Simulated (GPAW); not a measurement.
SnO₂

The calculation's input:

```
from ase.dft.bandgap import bandgap
from ase.io import read, write
from ase.units import Bohr, GPa
from gpaw import GPAW, PW
from gpaw.elf import elf_from_dft_calculation

atoms = read('POSCAR')

calc = GPAW(mode=PW(800),
            xc='PBE',
            kpts={'size': (7, 5, 4), 'gamma': True},
            occupations={'name': 'fermi-dirac', 'width': 0.05},
            nbands=24,
            convergence={'density': 1e-05, 'energy': 1e-05},
            maxiter=150,
            txt='gpaw.txt')
atoms.calc = calc
energy = atoms.get_potential_energy()
forces = atoms.get_forces()
stress = atoms.get_stress()
calc.write('gs.gpw')
write('result.traj', atoms)
print(f'Energy: {energy:.6f} eV')
print('Forces (eV/A):')
print(forces.round(4))
print('Stress (GPa):', (stress / GPa).round(3))
print('Fermi level:', round(calc.get_fermi_level(), 4), 'eV')
print(f'Gap: {bandgap(calc)[0]:.4f} eV, direct: {bandgap(calc, direct=True)[0]:.4f} eV')

# fields on the real-space grid
write('density.cube', atoms, data=calc.get_pseudo_density() * Bohr**3)
write('potential.cube', atoms, data=calc.get_electrostatic_potential())
write('elf.cube', atoms, data=elf_from_dft_calculation(calc).data)

path = atoms.cell.bandpath('GXSYGZURTZ,YT,UX,SR', npoints=60, eps=1e-4)
bs_calc = calc.fixed_density(kpts=path, symmetry='off', nbands=40,
                             convergence={'bands': 'CBM+6.0', 'eigenstates': 1e-6}, txt='bands.txt')
bs = bs_calc.band_structure()
bs.write('bs.json')
print(f'Gap on the path: {bandgap(bs_calc)[0]:.4f} eV')
```

Launched as:

```sh
OMP_NUM_THREADS=1 python run.py
```

Below, planes, directions and counts refer to the conventional cell (a = 3.02 Å, b = 4.96 Å, c = 5.98 Å, α = 90.00°, β = 90.00°, γ = 90.00°).

Space group Pmmm; a generated structure, not necessarily the stable one.

Computed with Kohn-Sham DFT of a periodic cell, PBE, GPAW PAW data sets (gpaw-data 1.2.1) in GPAW 26.7.0.

Question: Predict the valence pseudo-density and electron localisation function between the atoms.

Answer: Sn–O (2.02 Å): ρ is about 0.77 e/Å³ halfway; the ELF peaks at about 0.80 in the valence shell of O, 0.6 Å from its nucleus, and is about 0.30 at the midpoint.

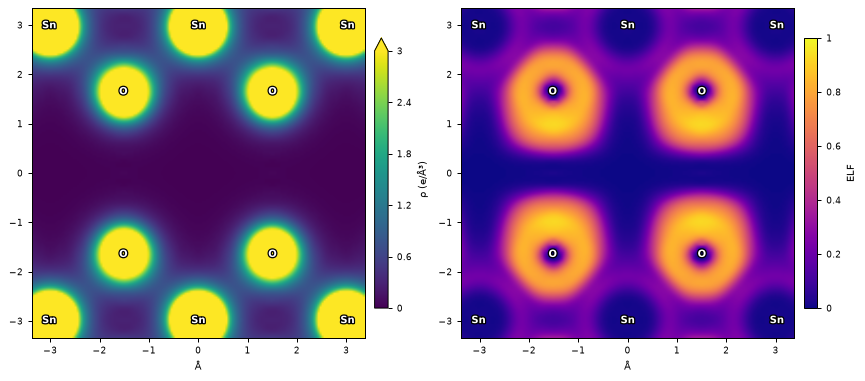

Computed valence pseudo-density and electron localisation function on the (010) plane of the conventional cell, in this order. 

Core electrons are frozen (PAW), and the valence fields are smoothed inside the atomic spheres.
